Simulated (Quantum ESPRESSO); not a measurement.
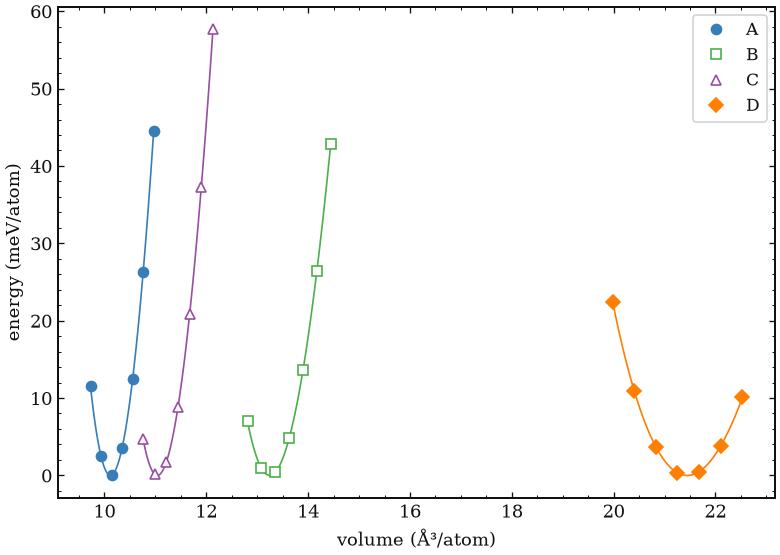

The plot gives the computed energy against volume, with one curve for each compound, for BAs, BeTe, GaN and SiC (all in space group F-43m (No. 216)). The labels are replaced by letters.

Calculation (Quantum ESPRESSO 7.5): plane-wave DFT, no spin polarisation; energies at scaled volumes of the given cell, shape and fractions fixed, counted from the fit's minimum, third-order Birch-Murnaghan fit. Level: LDA.

```json
{"setting": "occupations", "value": "Fermi–Dirac"}
{"setting": "smearing width", "value": "0.05 eV"}
{"setting": "potentials", "value": "PseudoDojo 0.4.1 SR LDA standard"}
```

Q: Which letter stands for which compound?

A: A: SiC; B: BAs; C: GaN; D: BeTe.
